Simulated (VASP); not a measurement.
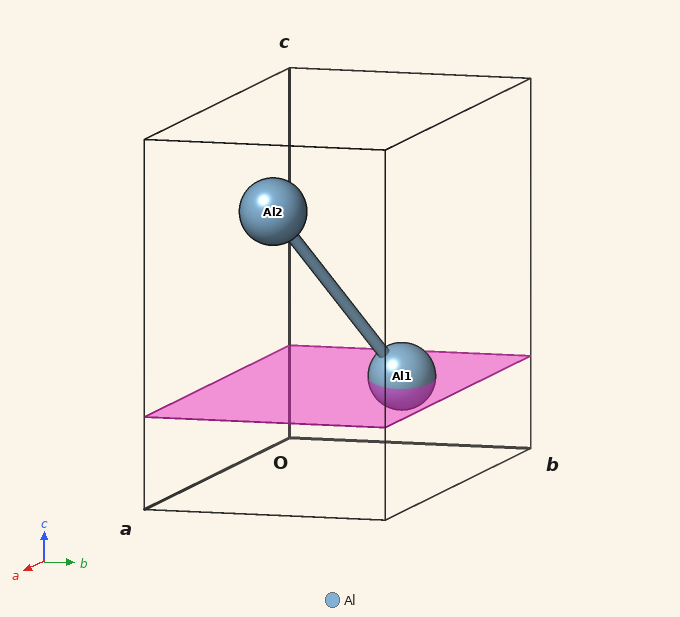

Crystal: Al, the geometry relaxed with VASP 6.6.1, VASP Kohn-Sham DFT of a periodic cell, LDA, VASP PAW LDA potentials, recommended. The shaded plane is a symmetry element of the crystal. All values are computed from the atomic coordinates in the standard setting (tolerance 0.002 Å).

a = 2.821 Å, b = 2.821 Å, c = 4.629 Å, α = 90.00°, β = 90.00°, γ = 120.00°.

| atom | x | y | z |
| --- | --- | --- | --- |
| Al1 | 0.3333 | 0.6667 | 0.2500 |
| Al2 | 0.6667 | 0.3333 | 0.7500 |

Question: Is it a mirror or a glide plane, and what is the operation?

Answer: It is a mirror plane, parallel to (0 0 1), through (1/2, 1/2, 1/4): x, y, z → x, y, −z+1/2.

Question: Onto which atom does it carry each atom (up to whole multiples of a, b and c)?

Answer: Al1 → Al1, Al2 → Al2.
